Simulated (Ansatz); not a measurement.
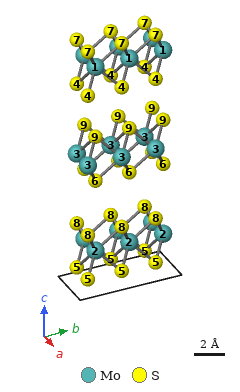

Solid MoS₂ (set up in P-6m2), before the relaxation. Style: ball-and-stick. Shown: the 2 × 3 repeat of the cell, outlined in the plane, without the vacuum, slightly off an axis.

The run lets cell and atoms move.

Computed with Kohn-Sham DFT of a periodic cell, LDA, Ansatz PAW in Ansatz.

Input
```yaml
crystal:
  lattice:
    - [3.1840155185, 0.0, 0.0]
    - [-1.5920077592, 2.757438325, 0.0]
    - [0.0, 0.0, 28.3873198]
  atoms:
    - { symbol: Mo, position: [0.3333333333, 0.6666666667, 0.22816477] }
    - { symbol: Mo, position: [0.3333333333, 0.6666666667, 0.77183523] }
    - { symbol: Mo, position: [0.6666666667, 0.3333333333, 0.0] }
    - { symbol: S, position: [0.6666666667, 0.3333333333, 0.17349309] }
    - { symbol: S, position: [0.6666666667, 0.3333333333, 0.71718751] }
    - { symbol: S, position: [0.3333333333, 0.6666666667, 0.94533412] }
    - { symbol: S, position: [0.6666666667, 0.3333333333, 0.28281249] }
    - { symbol: S, position: [0.6666666667, 0.3333333333, 0.82650691] }
    - { symbol: S, position: [0.3333333333, 0.6666666667, 0.05466588] }
hamiltonian:
  xc: lda
  pseudopotentials: { kind: paw }
kpoints:
  mp_grid: { grid: [7, 7, 1] }
scf:
  occupations: { method: fermi_dirac, width: 0.05 }
output:
  forces: true
  stress: true
  eigenvalues: true
relax:
  f_tol: 0.01
  max_steps: 40
  cell: { stress_tol: 0.05, p_target: 30.0 }
```

Command:
```bash
ansatz run input.yaml --threads 4 --pin off --max-ram 11264MiB --backend cpu --events-out ev --progress --plain --runs-dir out
```

Q: What does the optimiser find from here?

A: Over 23 accepted moves (24 points after the start) the energy rises by 236 meV per atom. The largest force component goes from 0.4 to 0.00056 eV/Å. At 1 point the geometry stayed and the basis and grid were re-selected for the new cell (energy shift of 0.5 meV per atom at most each time). The largest moves, 1.17 Å, are those of S4 and S8. S4 goes along the normal (−c). By element the largest moves are S 1.17 Å, Mo 1.14 Å. In the plane the drawn cell goes a 6.368 → 5.887 Å (−7.6 %), b 9.552 → 8.830 Å (−7.6 %). Among the contacts that change: S4–S9 3.842 → 2.766 Å, Mo1–Mo1 3.184 → 2.943 Å, Mo1–S7 2.405 → 2.312 Å, Mo1–S4 2.406 → 2.319 Å. Among the angles between lasting bonds that change: S6–Mo3–S9 80.3° → 85.7°, Mo3–S6–Mo3 82.9° → 78.8°, S6–Mo3–S6 82.9° → 78.8°. The space group stays P-6m2 (No. 187). The run took 81 s on 4 threads of Arm Neoverse V1, with other jobs on the host, peak memory 0.59 GiB.

The end point in the same view:

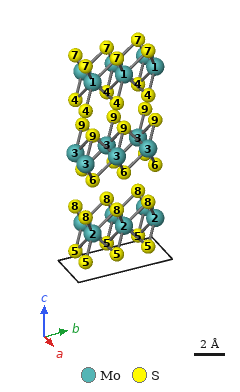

Limits of the set-up: layers or molecules are held without a dispersion correction, so their spacing is unreliable.
